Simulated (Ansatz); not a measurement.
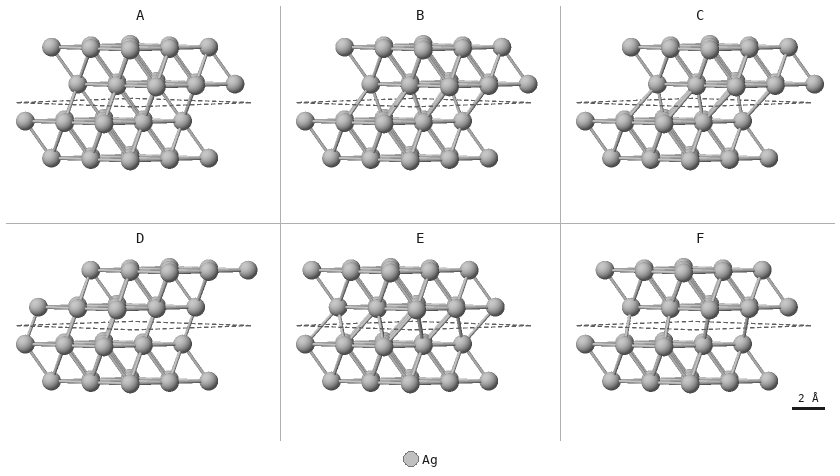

Frames of a one-coordinate scan of crystalline Ag (Fm-3m). Style: ball-and-stick. Shown: the layers on both sides of the dashed plane, from the side, nearly along that plane.

Theory: Ansatz 0.2.0, DFT PBEsol, scalar-relativistic, plane waves, PAW. (plane-wave cutoff 420 eV; k-point mesh 18 × 18 × 4; occupations gaussian; smearing width 0.15 eV; no spin polarisation). Energies (free energies at the smearing named) are counted from the cell as listed in its source, which wasn't relaxed.

> What is being scanned?

The crystal above a cut along the (1 1 1) plane of the conventional cell (between a plane of Ag below and one of Ag above, 2.36 Å apart) is slid rigidly by fractions of an in-plane lattice vector 5.00 Å long (a generalised stacking fault). In the frames the slip is 0.00 (A), 0.167 (B), 0.25 (C), 0.50 (D), 0.75 (E), 0.917 (F). One cut stands in each cell, which starts 14.2 Å high; nothing is relaxed, and the dashed outline marks the cut. Their energies are 0 mJ/m², 569 mJ/m², 1136 mJ/m², 574 mJ/m², 83 mJ/m², 64 mJ/m².
